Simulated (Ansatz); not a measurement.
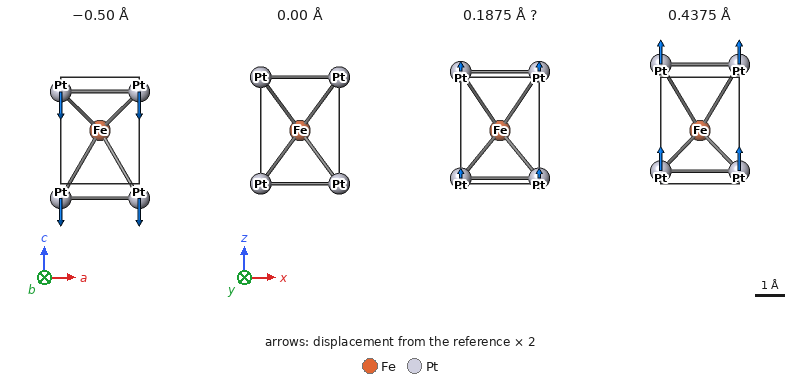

Solid FePt (P4/mmm): the whole Pt sublattice is shifted rigidly, along Cartesian [0 0 1], all else fixed. The picture is a ball-and-stick view of the cell of the calculation, seen along the b axis. Blue arrows: displacements from the reference.

Method: Ansatz, DFT PBE, scalar-relativistic, plane waves, PAW. Set-up: plane-wave cutoff 420 eV; k-point mesh 18 × 18 × 14; occupations gaussian; smearing width 0.15 eV; collinear spin. Energies (free energies at the smearing named) are counted from the cell as listed in its source, which wasn't relaxed.

```csv
displacement (Å),ΔE (meV/cell)
−0.5000,1257
−0.2500,301
0.0000,0
0.0625,18
0.1250,74
0.1875,?
0.3125,477
0.3750,695
0.4375,954
```

Q: Estimate the missing energy from the other rows, and compare with the calculation.

A: A straight line between the two neighbours gives 208 meV/cell. A cubic through the four nearest rows (0.0625, 0.1250, 0.3125, 0.3750) gives, with Lagrange weights, (−0.3000)(18) + (1.0000)(74) + (0.5000)(477) + (−0.2000)(695) = 168 meV/cell. The calculation gives 167 meV/cell, so the cubic is 1 meV/cell too high and the straight line 41 meV/cell too high, as the curve bends upwards here.

The whole profile:

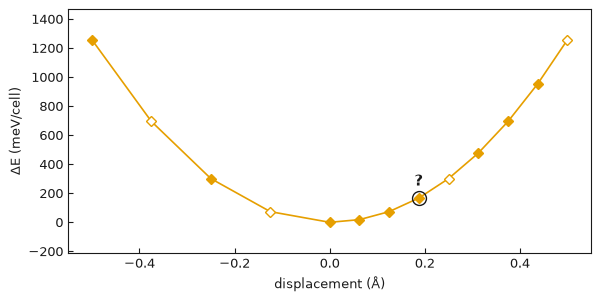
